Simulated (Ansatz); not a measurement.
System: wurtzite ZnO, space group P6_3mc (No. 186), 4 atoms in the cell. The cell is scaled at fixed shape and fractional positions. At 11.90 Å³/atom, a = 3.249 Å, c = 5.206 Å (hexagonal axes). Level of theory: r2SCAN+rVV10, Ansatz PAW, no spin polarisation, no spin-orbit coupling, 9×9×5 k mesh, 500 eV cutoff, Fermi-Dirac smearing of 0.05 eV; code Ansatz 0.2.0.

At −2.5 GPa the lowest conduction level lies 1.18 eV (Γ) above the valence top at Γ.

> How does this level move from −9.8 GPa to 7.7 GPa?

Γ rises by 0.18 eV. A straight line through the points has a slope of +10 at Γ (meV per GPa).

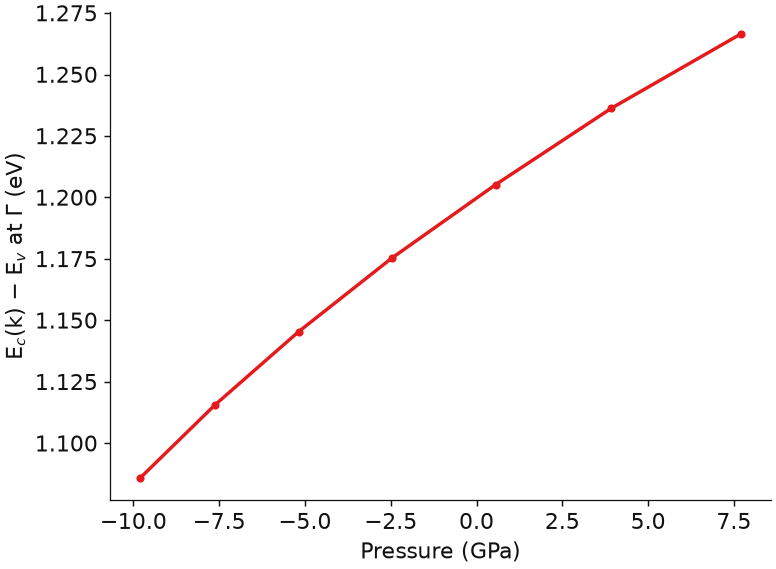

Lowest conduction level at Γ, counted from the valence-band top at Γ.

```
pressure  Γ (eV)  volume (Å³/atom)
−9.8 GPa    1.09             12.61
−7.6 GPa    1.12             12.38
−5.2 GPa    1.15             12.14
−2.5 GPa    1.18             11.90
 0.6 GPa    1.21             11.66
 3.9 GPa    1.24             11.42
 7.7 GPa    1.27             11.19
```

The PAW data sets were made with another functional. LDA, GGA and most meta-GGA functionals understate gaps.
